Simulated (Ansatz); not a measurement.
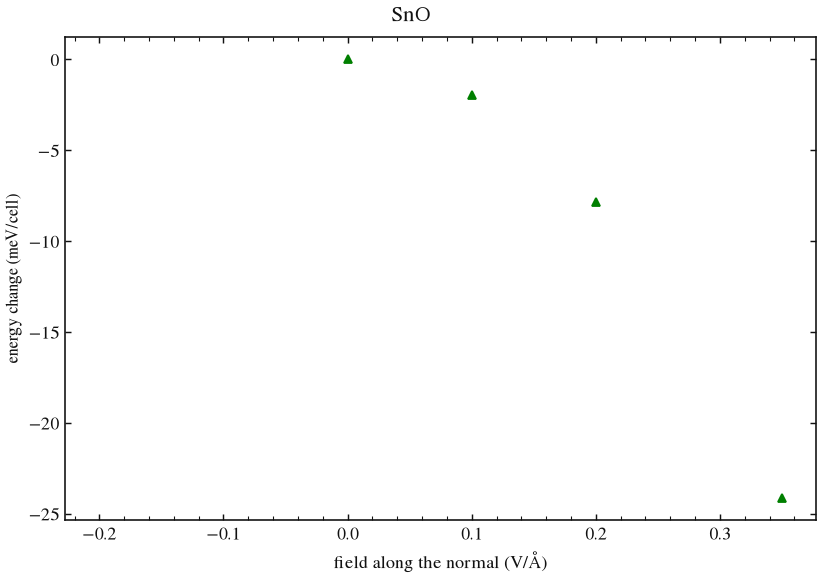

The figure shows the energy change against field along the normal for SnO (a slab or sheet, periodic in two directions).

Starting cell:
```xyz
4
Lattice="3.8206 0.0000 0.0000 0.0000 3.8206 0.0000 0.0000 0.0000 30.6349" Properties=species:S:1:pos:R:3 pbc="T T T"
Sn    2.8654    0.9551   14.1354
O     0.9551    0.9551   15.3175
O     2.8654    2.8654   15.3175
Sn    0.9551    2.8654   16.4995
```

Calculation (Ansatz 0.2.0): a free-standing sheet in an external electric field along +c, atoms held, the sheet is isolated along c, plane waves with PAW datasets, Γ-centred k mesh. Level: PBE with D3(BJ), no spin polarisation.

wave cutoff 420 eV; k mesh 6×6×1; occupations Gaussian; smearing width 0.02 eV; cell kind slab; boundary isolated.

The point at field along the normal −0.20 V/Å is left out of the plot. What does the calculation give there?

| field along the normal (V/Å) | energy change (meV/cell) |
| --- | --- |
| −0.20 | −7.87 |

Note: structure snapped to symmetry; xc potential rough in thin density.
